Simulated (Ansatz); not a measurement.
```cif
data_structure
_symmetry_space_group_name_H-M 'P 1'
_symmetry_Int_Tables_number 1
_cell_length_a 3.8617
_cell_length_b 3.8617
_cell_length_c 4.2537
_cell_angle_alpha 90.000
_cell_angle_beta 90.000
_cell_angle_gamma 90.000
_cell_volume 63.43
loop_
_atom_site_label
_atom_site_type_symbol
_atom_site_fract_x
_atom_site_fract_y
_atom_site_fract_z
_atom_site_occupancy
Ti1 Ti 0.00000 0.00000 0.02906 1
Pb1 Pb 0.50000 0.50000 0.48911 1
O1 O 0.00000 0.00000 0.61482 1
O2 O 0.50000 0.00000 0.11705 1
O3 O 0.00000 0.50000 0.11705 1
```

Space group P4mm; computed without spin polarisation.

Method: DFT, PAW plane waves, PBEsol in Ansatz 0.2.0.

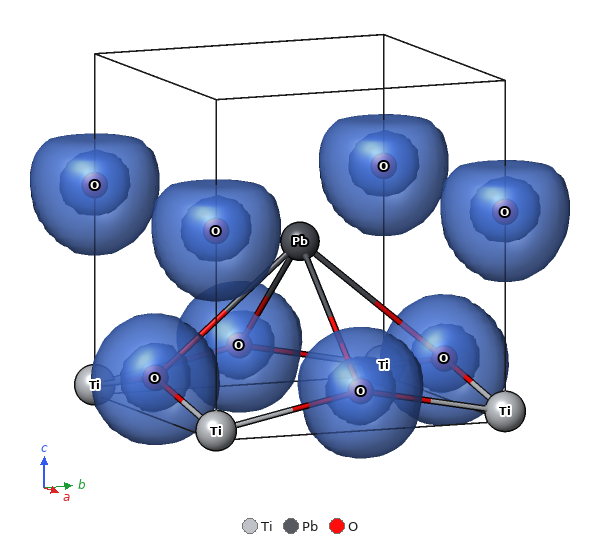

TiPbO3. Isosurface of the ELF at 0.75 (blue), seen slightly off an axis. Core shells and regions of very low density are left out. Sticks mark near contacts.

Core electrons are frozen (PAW), and the valence fields are smoothed inside the atomic spheres.

Question: Where are the electrons localised?

Answer: The surface consists of three regions wrapped around O (the valence shell of each), counted in one cell of 5 atoms. Regions shared between cells count once.

Values along the shortest contacts:
Ti–O (1.76 Å): the ELF peaks at about 0.80 in the valence shell of O, 0.5 Å from its nucleus, and is about 0.30 at the midpoint. Pb–O (2.50 Å): the ELF is about 0.15 at the midpoint; no shared electron pair shows on this line.
